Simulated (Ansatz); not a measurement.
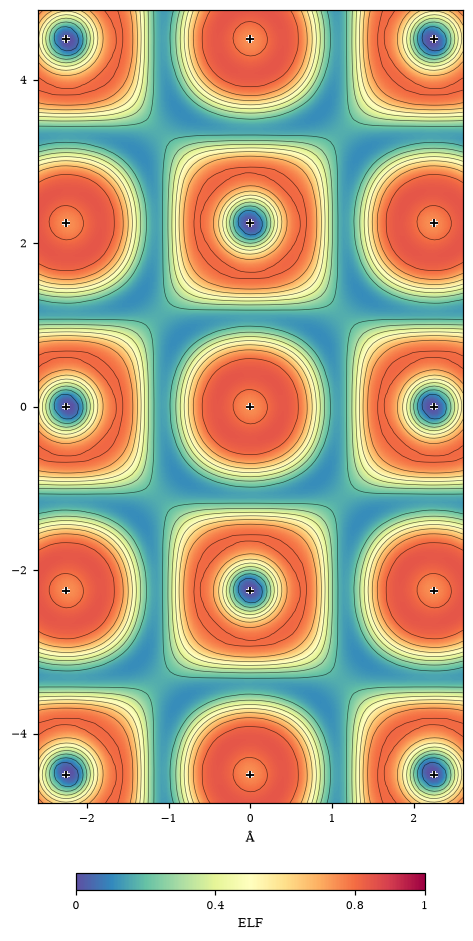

The ELF on a plane through atoms (crosses mark nuclei in the plane).

Theory: DFT PBEsol, scalar-relativistic, plane waves, PAW in Ansatz 0.2.0.

Candidates:
A. TiAl2, a = 3.91 Å, b = 12.06 Å, c = 3.97 Å, α = 90.00°, β = 90.00°, γ = 90.00°. Space group Cmmm; computed without spin polarisation.
B. HfN, a = 4.50 Å, b = 4.50 Å, c = 4.50 Å, α = 90.00°, β = 90.00°, γ = 90.00°. Space group Fm-3m; a structure from a database of computed crystals, not necessarily the ambient phase; computed without spin polarisation.

Q: Which candidate gave the map?

A: Candidate B: HfN on the (001) plane of the conventional cell, which holds Hf and N. Hf–N (2.25 Å): the ELF peaks at about 0.80 in the valence shell of N, 0.6 Å from its nucleus, and drops to about 0.15 between the two atoms (no localised pair shows between them). Hf–Hf (3.18 Å): the ELF is about 0.15 at the midpoint: no shared electron pair shows on this line.
